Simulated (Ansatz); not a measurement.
# What SnTe2 monolayer (2H) distorts into, part 3 of 3

Wanted: the energy along a soft mode of SnTe2 monolayer (2H) and the structure at the end.

Ansatz 0.2.0; DFT PBEsol, scalar-relativistic, plane waves, PAW; PAW set soft_1.

So far. Step 5 (Energy along the mode, all amplitudes (two of the runs …): The lowest of the steps tried is at 0.32 Å, 8.24 meV/atom below the parent; the bottom of the well need not coincide with a step. Step 7 (The new phase in its own primitive cell): The largest force component left is 0.21 meV/Å, within the tolerances set.

## Step 8: Modes of the new phase, k-mesh 10×6×1

A relaxed structure may still be a saddle point, so its zone-centre modes are computed. No field response is asked, since the mesh shows no gap.

File input.yaml:

```yaml
crystal:
  lattice:
    - [4.0061514398, 0.0, 0.0]
    - [0.0, 6.4393498589, 0.0]
    - [0.0, 0.0, 34.3381551038]
  atoms:
    - { symbol: Sn, position: [0.0, 0.2940627584, 0.3157438229] }
    - { symbol: Sn, position: [0.5, 0.7940627584, 0.2666986508] }
    - { symbol: Te, position: [0.5, 0.1432544046, 0.3679408393] }
    - { symbol: Te, position: [0.0, 0.7293495036, 0.3311798007] }
    - { symbol: Te, position: [0.5, 0.2293495036, 0.251262673] }
    - { symbol: Te, position: [0.0, 0.6432544046, 0.2145016345] }
  periodic: [true, true, false]
kpoints:
  mp_grid: { grid: [10, 6, 1] }
hamiltonian:
  xc: pbesol
  pseudopotentials: { kind: paw, azcp: { folder: soft_1 }, xc_functional: pbe }
scf:
  occupations: { method: methfessel_paxton, width: 0.2 }
output:
  eigenvalues: true
phonons:
  method: dfpt
```

On the command line:

```bash
> ansatz run input.yaml --threads 4 --pin off --max-ram 16384MiB --backend cpu --events-out ev --progress --plain --runs-dir out
```

Numbers of over 12 decimals in the logs are rounded to 6 here.

The log of the run:

```text
[...]
Crystal: 6 atoms, lattice volume = 885.822 Å³
Basis set: ecut = 420 eV, 17367 PW (Γ), exchange–correlation on 54×90×480 points (8 copies of the dense FFT grid, shifted against one another)
Bands: 56, of which v1, the nominal top of the filled ones, is band 46 counted from 1 (45 counted from 0)
Symmetry: 4 space group operations
k-points: 24 of 60 (irreducible under 2 space group operations, time reversal used)
[...]
SCF iter  12: F=-39505.909178 eV  HF=-39505.909178 eV  |F-HF|=3.64e-11  |Δ(HF+E_count)|=  4.73e-10  S|Δr|=    0.00e0  Δρ=1.18e-8  dr2=1.34e-12  ethr=1.00e-12  ⟨swp⟩=23.4  Hψ=9409  notcnv=0
SCF 1 converged in 12 iterations: F = -39505.909178 eV  dr2 = 1.34e-12
[...]
DFPT response loops at Γ: preconditioner auto → none (partly filled bands, converged f_vac=0.754); β = 0.50; Broyden in place of MSR1
SCF converged after 12 iterations
[...]
Free energy (F): -39505.909178 eV
[...]
Internal energy: -39505.917785 eV  (E = F + TS)
E sigma→0 (E₀):  -39505.911330 eV
Entropy (-TS):   0.008607 eV (1.434 meV/atom)
Fermi energy:    -4.949013 eV
[...]
--- Band table (eV; the first three rows and the last of 24) ---
  k-point 0: bands = [... 42 lower, -5.5278, -5.3915, -5.2438, -4.9277, -4.7657, -4.3937, -1.9092 (-1.9092°), -1.8838 (-1.8838°), ... 6 higher]
  k-point 1: bands = [... 42 lower, -5.6253, -5.6216, -5.3330, -4.8979, -4.8630, -4.0760, -2.4052, -2.1184, ... 6 higher]
  k-point 2: bands = [... 42 lower, -6.2408, -5.6341, -5.6026, -5.1097, -4.7595, -3.9952, -2.6517, -2.6317, ... 6 higher]
  k-point 23: bands = [... 42 lower, -6.3963, -6.3963, -5.8239, -5.8239, -4.8049, -4.8049, -3.3608, -3.3608, ... 6 higher]
  ° read free of the cell's end (the report's vacuum.weakly_bound_levels)
--- Phonons (Γ-DFPT): 18 representative perturbations + reference, on 24 of 60 k-points (Σ response iterations 71) ---
  ASR residual: 2.873e-4 → 0.000e0 eV/Å²; symmetrization residual: 8.393e-5 eV/Å²
[...]
ASR residual per site (eV/Å²): 2.32e-4 2.87e-4 1.07e-4 1.38e-4 1.70e-4 1.14e-4
  Γ frequencies (cm⁻¹): 0.00 0.00 0.00 8.64 10.68 46.42 46.78 53.81 55.02 55.57 98.30 108.62 128.01 128.11 138.54 152.80 169.04 170.53
  non-analytic LO–TO correction: not included (Born effective charges unavailable; polar crystals: no LO–TO splitting at Γ)
```

The job ended after 16 min (4 threads of Arm Neoverse V1, shared host; peak memory 4.4 GiB; 61 min of CPU time).

This step gave:

```yaml
sum_rule_residual_before_enforcement: 2.87e-4 eV/Å²
point_group: mm2
highest_optical_mode_at_the_zone_centre_no_lo_to_term: 170.5 cm⁻¹
lowest_optical_zone_centre_mode: 8.64 cm⁻¹
```

Patterns of degenerate modes are one choice out of their space. Modes at Γ, with each element's share of the kinetic energy:

```tsv
mode	frequency (cm⁻¹)	symmetry	Sn %	Te %
1	0.0	acoustic	32	68
2	0.0	acoustic	32	68
3	0.0	acoustic	32	68
4	8.6	B1	7	93
5	10.7	A2	23	77
6	46.4	A1	13	87
7	46.8	B2	1	99
8	53.8	A2	16	84
9	55.0	B2	37	63
10	55.6	A1	38	62
11	98.3	B2	8	92
12	108.6	A1	1	99
13	128.0	B1	61	39
14	128.1	A2	61	39
15	138.5	A1	56	44
16	152.8	B2	70	30
17	169.0	B2	53	47
18	170.5	A1	59	41
```

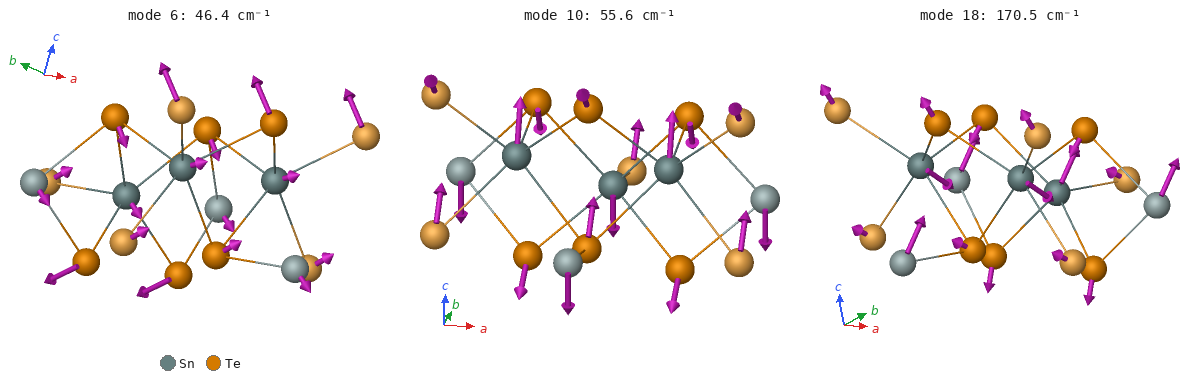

Displacement patterns of modes 6, 10 and 18 at Γ; arrows are exaggerated. Some periodic images of atoms are drawn too.

Before it was imposed, the acoustic sum rule was missed by 2.9e-4 eV/Å². Small misses are needed for a sound result but don't prove that mesh and cutoff are converged. The lowest optical mode is real, 8.6 cm⁻¹.

## Step 9: Results

```json
{
  "unstable mode of the parent": "q = (0, -0.5, 0), 31i cm⁻¹",
  "depth at the lowest point sampled": "8.24 meV/atom",
  "largest atomic shift at that point": "0.32 Å",
  "space group reached (within 0.01 Å)": "Pmn2_1",
  "energy gained over the parent (first relaxation, on the mesh of the frozen mode)": "96.6 meV/atom",
  "area per atom, phase reached": "4.3 Å²",
  "lowest optical zone-centre mode, phase reached": "8.6 cm⁻¹",
  "highest optical mode at the zone centre (no LO-TO term), phase reached": "171 cm⁻¹"
}
```

Along this mode the structure falls into Pmn2_1, 96.6 meV/atom below the parent. At the parent's cell the well is 8.244 meV/atom deep on the steps tried, with its lowest point at a shift of 0.32 Å. Relaxing atoms and cell changes the gain by +88.35 meV/atom against the lowest step (energies at zero smearing). Most of the total comes from this relaxation. The new phase has no imaginary mode at the zone centre of its cell; other wavevectors were not checked. Each path keeps the symmetry of its pattern, so a lower phase may lie along a pattern not tried. With no gap, or one that is small against the smearing, the frequencies hang on the k mesh and the smearing, most of all near Kohn anomalies. In a sheet or slab the interpolated bending branch near Γ is rough, since the rotational sum rule isn't imposed. A semilocal functional can close a gap that the real compound would have, so the metallic treatment may be an artefact of the level. An optical mode within 15 cm⁻¹ of zero is at the mercy of small errors in the force constants, and even its sign is uncertain. Spin-orbit coupling is left out, which can matter for the heavy elements here. The PAW files were made for PBE and serve the other functionals too. A phonon run warned that its eigensolver left some bands unconverged in a pass. The starting cell was built on a prototype and not taken from a measurement.

[Logs are printed without paths, hosts, clocks, repeated set-up lines and the standing remarks that a program may print on its own settings, such as how far it seeks lower states.]

[Hosts, paths, dates, database ids (printed as entryN), source tags and the programs' standing remarks are cut or masked in the printed files.]
